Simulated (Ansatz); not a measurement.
## Geometry relaxation of Al$_{8}$Ni$_{8}$H (part 3 of 3)

The same run, continued: Al$_{8}$Ni$_{8}$H (slab, 17 atoms in the cell); DFT PBE+D3(BJ), scalar-relativistic, plane waves, PAW, no spin polarisation (Ansatz 0.2.0); cutoff 420 eV, 5×7×1 k-mesh, Gaussian smearing of 0.1 eV. The structure derives from an entry of the Crystallography Open Database. The input holds or restrains some coordinates. Forces given for the steps count only the free coordinates.

Geometry of the input (Å; fractional positions):
```
5.7148  0.0000  0.0000
0.0000  4.0410  0.0000
0.0000  0.0000  25.0615
Al 0.0000  0.5000  0.3392
Al 0.5000  0.5000  0.3392
Ni 0.2500  0.0000  0.3392
Ni 0.7500  0.0000  0.3392
Al 0.0000  0.0000  0.4198
Al 0.5000  0.0000  0.4198
Ni 0.2500  0.5000  0.4198
Ni 0.7500  0.5000  0.4198
Al 0.0000  0.5000  0.5007
Al 0.5000  0.5000  0.5007
Ni 0.2500  0.0000  0.4994
Ni 0.7500  0.0000  0.4994
Al 0.0000  0.0000  0.5850
Al 0.5000  0.0000  0.5850
Ni 0.2500  0.5000  0.5778
Ni 0.7500  0.5000  0.5778
H  0.3750  0.2500  0.6209
```

Trajectory as extended XYZ (Å, eV, eV/Å), 9 frames, from step=1 to step=9
```
17
Lattice="5.7148 0.0000 0.0000 0.0000 4.0410 0.0000 0.0000 0.0000 25.0615" Properties=species:S:1:pos:R:3:forces:R:3 step=1 energy=-51044.61391
Al    0.0000    2.0205    8.5000    0.0266  -0.0103  -0.6042
Al    2.8574    2.0205    8.5000   -0.0209  -0.0115  -0.6150
Ni    1.4287    0.0000    8.5000    0.0035   0.0170   0.5273
Ni    4.2861    0.0000    8.5000   -0.0011  -0.0082   0.5507
Al    0.0000    0.0000   10.5205    0.0098   0.0087  -0.3780
Al    2.8574    0.0000   10.5205   -0.0113   0.0059  -0.3842
Ni    1.4287    2.0205   10.5205    0.0231   0.0701   0.3826
Ni    4.2861    2.0205   10.5205   -0.0249   0.0636   0.4078
Al    0.0000    2.0205   12.5490   -0.0137  -0.0099  -0.0440
Al    2.8574    2.0205   12.5490   -0.0068  -0.0416  -0.1752
Ni    1.4287    0.0000   12.5152   -0.0238  -0.1046   0.2366
Ni    4.2861    0.0000   12.5152   -0.1267   0.0493   0.1203
Al    0.0000    0.0000   14.6610   -0.2035  -0.1428  -0.1682
Al    2.8574    0.0000   14.6610    1.0507  -1.5954  -1.5819
Ni    1.4287    2.0205   14.4797    0.1665  -0.1765   0.3142
Ni    4.2861    2.0205   14.4797    0.2274   0.1548  -0.0241
H     2.1431    1.0103   15.5610   -1.0748   1.7315   1.4351
17
Lattice="5.7148 0.0000 0.0000 0.0000 4.0410 0.0000 0.0000 0.0000 25.0615" Properties=species:S:1:pos:R:3:forces:R:3 step=2 energy=-51044.84243
Al    0.0000    2.0205    8.5000    0.0291  -0.0114  -0.6035
Al    2.8574    2.0205    8.5000   -0.0239  -0.0133  -0.6120
Ni    1.4287    0.0000    8.5000    0.0033   0.0190   0.5255
Ni    4.2861    0.0000    8.5000   -0.0003  -0.0064   0.5456
Al    0.0000    0.0000   10.5205    0.0208  -0.0074  -0.3578
Al    2.8574    0.0000   10.5205   -0.0290  -0.0101  -0.3803
Ni    1.4287    2.0205   10.5205    0.0191   0.0659   0.3829
Ni    4.2861    2.0205   10.5205   -0.0183   0.0602   0.4115
Al    0.0054    2.0073   12.5499   -0.0221  -0.0076  -0.0546
Al    2.8560    2.0061   12.5463   -0.0020  -0.0217  -0.1283
Ni    1.4286   -0.0171   12.5255   -0.0003  -0.0883   0.1991
Ni    4.2815   -0.0102   12.5159   -0.0729   0.0265   0.0879
Al   -0.0069   -0.0220   14.6479   -0.0803  -0.0593  -0.0744
Al    2.8675   -0.0177   14.6500    0.3739  -0.7380  -0.7988
Ni    1.4373    2.0019   14.4990    0.1850  -0.1853   0.2567
Ni    4.2992    2.0091   14.4737    0.0981   0.0868   0.0054
H     2.1532    1.0819   15.6461   -0.4803   0.8904   0.5950
17
Lattice="5.7148 0.0000 0.0000 0.0000 4.0410 0.0000 0.0000 0.0000 25.0615" Properties=species:S:1:pos:R:3:forces:R:3 step=3 energy=-51044.94354
Al    0.0000    2.0205    8.5000    0.0272  -0.0127  -0.6041
Al    2.8574    2.0205    8.5000   -0.0252  -0.0151  -0.6063
Ni    1.4287    0.0000    8.5000    0.0042   0.0206   0.5245
Ni    4.2861    0.0000    8.5000    0.0023   0.0009   0.5302
Al    0.0000    0.0000   10.5205    0.0334  -0.0382  -0.2506
Al    2.8574    0.0000   10.5205   -0.0833  -0.0433  -0.3253
Ni    1.4287    2.0205   10.5205   -0.0201   0.0561   0.3742
Ni    4.2861    2.0205   10.5205    0.0070   0.0434   0.4130
Al    0.0145    1.9819   12.5555    0.0031  -0.0240  -0.0537
Al    2.8519    1.9809   12.5270   -0.0084  -0.0080   0.0711
Ni    1.4199   -0.0602   12.5753    0.0471   0.0237  -0.1546
Ni    4.2622   -0.0256   12.5292    0.1216  -0.0305   0.0006
Al   -0.0131   -0.0562   14.6481    0.0169   0.0796   0.0510
Al    2.8490   -0.0442   14.6085    0.2629  -0.3074  -0.1506
Ni    1.4824    1.9574   14.5631   -0.2157   0.1411  -0.4037
Ni    4.3336    2.0050   14.4579   -0.2502  -0.1075   0.1267
H     2.2789    1.2333   15.6818    0.0765   0.2225   0.4581
17
Lattice="5.7148 0.0000 0.0000 0.0000 4.0410 0.0000 0.0000 0.0000 25.0615" Properties=species:S:1:pos:R:3:forces:R:3 step=4 energy=-51045.00222
Al    0.0000    2.0205    8.5000    0.0251  -0.0124  -0.6011
Al    2.8574    2.0205    8.5000   -0.0220  -0.0153  -0.6040
Ni    1.4287    0.0000    8.5000    0.0043   0.0201   0.5210
Ni    4.2861    0.0000    8.5000   -0.0013   0.0049   0.5307
Al    0.0000    0.0000   10.5205    0.0342  -0.0539  -0.2690
Al    2.8574    0.0000   10.5205   -0.0524  -0.0568  -0.3286
Ni    1.4287    2.0205   10.5205   -0.0062   0.0463   0.3671
Ni    4.2861    2.0205   10.5205    0.0068   0.0382   0.4022
Al    0.0116    1.9706   12.5525   -0.0345   0.0125   0.0312
Al    2.8530    1.9704   12.5273    0.0340   0.0051  -0.0040
Ni    1.4278   -0.0693   12.5646   -0.0126   0.0471  -0.0461
Ni    4.2745   -0.0387   12.5336    0.0322  -0.0285  -0.0080
Al   -0.0141   -0.0572   14.6546    0.0545  -0.0089   0.0066
Al    2.8566   -0.0544   14.6074    0.0341  -0.0501   0.0181
Ni    1.4804    1.9547   14.5417   -0.0397   0.0369  -0.0512
Ni    4.3078    1.9871   14.4751   -0.1704  -0.0595   0.1032
H     2.3954    1.3856   15.7116    0.1141   0.0745  -0.0683
17
Lattice="5.7148 0.0000 0.0000 0.0000 4.0410 0.0000 0.0000 0.0000 25.0615" Properties=species:S:1:pos:R:3:forces:R:3 step=5 energy=-51045.04877
Al    0.0000    2.0205    8.5000    0.0177  -0.0118  -0.5999
Al    2.8574    2.0205    8.5000   -0.0162  -0.0139  -0.6023
Ni    1.4287    0.0000    8.5000    0.0051   0.0183   0.5258
Ni    4.2861    0.0000    8.5000   -0.0046   0.0085   0.5306
Al    0.0000    0.0000   10.5205    0.0209  -0.0603  -0.2620
Al    2.8574    0.0000   10.5205   -0.0445  -0.0665  -0.3255
Ni    1.4287    2.0205   10.5205   -0.0229   0.0346   0.3840
Ni    4.2861    2.0205   10.5205    0.0083   0.0320   0.3970
Al    0.0012    1.9653   12.5589   -0.0141   0.0137   0.0360
Al    2.8523    1.9645   12.5250    0.0193   0.0124  -0.0270
Ni    1.4248   -0.0711   12.5611   -0.0079   0.0479  -0.0379
Ni    4.2758   -0.0488   12.5385   -0.0013  -0.0188  -0.0080
Al   -0.0162   -0.0678   14.6590    0.0518  -0.0055  -0.0025
Al    2.8544   -0.0687   14.6058   -0.0336   0.0364   0.0180
Ni    1.4747    1.9520   14.5329    0.0056   0.0005   0.0374
Ni    4.2804    1.9699   14.4951   -0.1963  -0.0661   0.1513
H     2.5390    1.5098   15.6648    0.2129   0.0385  -0.2147
17
Lattice="5.7148 0.0000 0.0000 0.0000 4.0410 0.0000 0.0000 0.0000 25.0615" Properties=species:S:1:pos:R:3:forces:R:3 step=6 energy=-51045.11724
Al    0.0000    2.0205    8.5000    0.0083  -0.0112  -0.6004
Al    2.8574    2.0205    8.5000   -0.0095  -0.0120  -0.6011
Ni    1.4287    0.0000    8.5000    0.0070   0.0164   0.5343
Ni    4.2861    0.0000    8.5000   -0.0070   0.0111   0.5328
Al    0.0000    0.0000   10.5205    0.0038  -0.0625  -0.2430
Al    2.8574    0.0000   10.5205   -0.0433  -0.0726  -0.3229
Ni    1.4287    2.0205   10.5205   -0.0490   0.0245   0.3987
Ni    4.2861    2.0205   10.5205    0.0150   0.0246   0.4000
Al   -0.0067    1.9627   12.5681    0.0126   0.0090   0.0279
Al    2.8503    1.9616   12.5219    0.0014   0.0188  -0.0107
Ni    1.4202   -0.0707   12.5605    0.0135   0.0473  -0.0672
Ni    4.2721   -0.0549   12.5435    0.0149  -0.0176  -0.0148
Al   -0.0195   -0.0778   14.6615    0.0610   0.0251   0.0076
Al    2.8477   -0.0776   14.6028   -0.0150   0.0405   0.0029
Ni    1.4729    1.9486   14.5370   -0.0512  -0.0068  -0.0169
Ni    4.2583    1.9579   14.5155   -0.2406  -0.0745   0.1663
H     2.6888    1.6068   15.5860    0.2781   0.0399  -0.1933
17
Lattice="5.7148 0.0000 0.0000 0.0000 4.0410 0.0000 0.0000 0.0000 25.0615" Properties=species:S:1:pos:R:3:forces:R:3 step=7 energy=-51045.16506
Al    0.0000    2.0205    8.5000    0.0010  -0.0103  -0.6035
Al    2.8574    2.0205    8.5000   -0.0034  -0.0098  -0.6019
Ni    1.4287    0.0000    8.5000    0.0090   0.0140   0.5401
Ni    4.2861    0.0000    8.5000   -0.0085   0.0122   0.5359
Al    0.0000    0.0000   10.5205   -0.0040  -0.0600  -0.2474
Al    2.8574    0.0000   10.5205   -0.0318  -0.0729  -0.3430
Ni    1.4287    2.0205   10.5205   -0.0664   0.0156   0.3964
Ni    4.2861    2.0205   10.5205    0.0336   0.0162   0.3928
Al   -0.0076    1.9643   12.5739    0.0424   0.0035  -0.0113
Al    2.8519    1.9634   12.5156   -0.0083   0.0206   0.0157
Ni    1.4210   -0.0650   12.5542    0.0333   0.0383  -0.0749
Ni    4.2732   -0.0568   12.5443    0.0429  -0.0086  -0.0268
Al   -0.0137   -0.0809   14.6577    0.0690   0.0590   0.0320
Al    2.8516   -0.0797   14.5928    0.0044   0.0551   0.0211
Ni    1.4760    1.9499   14.5364   -0.0880  -0.0237  -0.0593
Ni    4.2498    1.9533   14.5253   -0.1214  -0.0509   0.0495
H     2.8301    1.7058   15.4981    0.0952   0.0017  -0.0150
17
Lattice="5.7148 0.0000 0.0000 0.0000 4.0410 0.0000 0.0000 0.0000 25.0615" Properties=species:S:1:pos:R:3:forces:R:3 step=8 energy=-51045.17136
Al    0.0000    2.0205    8.5000    0.0000  -0.0065  -0.6036
Al    2.8574    2.0205    8.5000    0.0002  -0.0059  -0.6025
Ni    1.4287    0.0000    8.5000    0.0098   0.0079   0.5361
Ni    4.2861    0.0000    8.5000   -0.0098   0.0080   0.5369
Al    0.0000    0.0000   10.5205   -0.0012  -0.0308  -0.2809
Al    2.8574    0.0000   10.5205    0.0039  -0.0366  -0.3685
Ni    1.4287    2.0205   10.5205   -0.0475   0.0151   0.3854
Ni    4.2861    2.0205   10.5205    0.0488   0.0148   0.3868
Al    0.0003    1.9907   12.5710   -0.0050   0.0027  -0.0004
Al    2.8574    1.9914   12.5151    0.0052  -0.0019  -0.0071
Ni    1.4312   -0.0323   12.5391   -0.0069   0.0050   0.0119
Ni    4.2854   -0.0322   12.5411   -0.0086   0.0044   0.0014
Al   -0.0006   -0.0409   14.6604    0.0003  -0.0030  -0.0078
Al    2.8557   -0.0414   14.5902    0.0089  -0.0086  -0.0060
Ni    1.4708    1.9834   14.5255   -0.0011   0.0154   0.0148
Ni    4.2427    1.9844   14.5272    0.0016   0.0100   0.0038
H     2.8562    1.7442   15.4888    0.0016   0.0092  -0.0005
17
Lattice="5.7148 0.0000 0.0000 0.0000 4.0410 0.0000 0.0000 0.0000 25.0615" Properties=species:S:1:pos:R:3:forces:R:3 step=9 energy=-51045.17136
Al    0.0000    2.0205    8.5000   -0.0001  -0.0065  -0.6037
Al    2.8574    2.0205    8.5000    0.0002  -0.0059  -0.6025
Ni    1.4287    0.0000    8.5000    0.0098   0.0078   0.5360
Ni    4.2861    0.0000    8.5000   -0.0099   0.0079   0.5369
Al    0.0000    0.0000   10.5205   -0.0014  -0.0307  -0.2808
Al    2.8574    0.0000   10.5205    0.0040  -0.0365  -0.3684
Ni    1.4287    2.0205   10.5205   -0.0475   0.0149   0.3854
Ni    4.2861    2.0205   10.5205    0.0489   0.0146   0.3868
Al    0.0003    1.9907   12.5710   -0.0050   0.0026  -0.0004
Al    2.8574    1.9914   12.5151    0.0052  -0.0020  -0.0070
Ni    1.4312   -0.0323   12.5391   -0.0070   0.0053   0.0120
Ni    4.2854   -0.0322   12.5411   -0.0086   0.0046   0.0011
Al   -0.0006   -0.0409   14.6604    0.0003  -0.0031  -0.0078
Al    2.8557   -0.0414   14.5902    0.0089  -0.0087  -0.0060
Ni    1.4708    1.9834   14.5255   -0.0010   0.0159   0.0148
Ni    4.2427    1.9844   14.5272    0.0015   0.0105   0.0042
H     2.8562    1.7442   15.4888    0.0016   0.0092  -0.0005
```

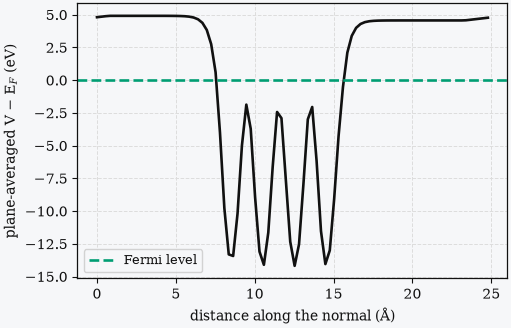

Fig. 1: Plane average of the electrostatic potential energy of an electron across the cell, from the Fermi level. The vacuum level lies 4.57 eV above the Fermi level on the upper side and 4.92 eV on the lower.

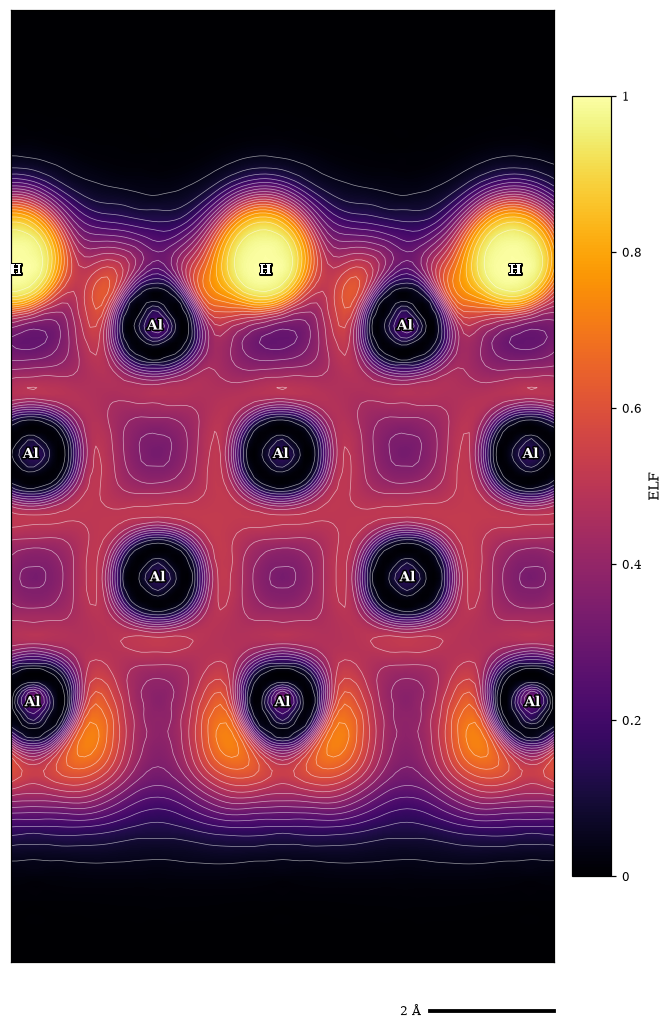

Fig. 2: ELF on the (100) plane of the calculation cell, a cut from vacuum to vacuum. The section cuts through Al and H sites. The fields are those of the smooth PAW valence density.

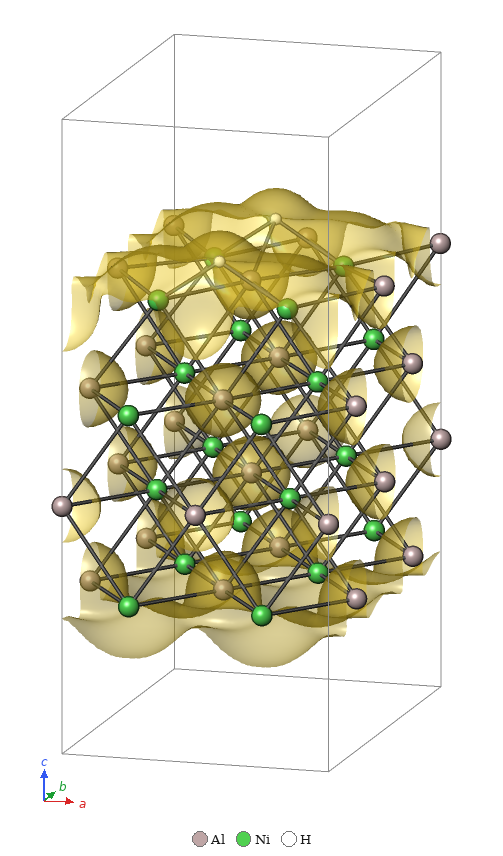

Fig. 3: Isosurface of the valence pseudo-density at 0.2 e/Å³ (yellow), seen slightly off an axis. Sticks mark near contacts. At this value the density is joined into sheets; it holds about 95 % of the electrons treated as valence (semicore included). On the grid the lowest density along these lines, outside the cores, is 0.53 e/Å³ (Ni–H, 1.70 Å), 0.26 e/Å³ (Al–H, 2.00 Å), 0.27 e/Å³ (Al–Ni, 2.44 Å) and 0.25 e/Å³ (Al–Ni, 2.50 Å).
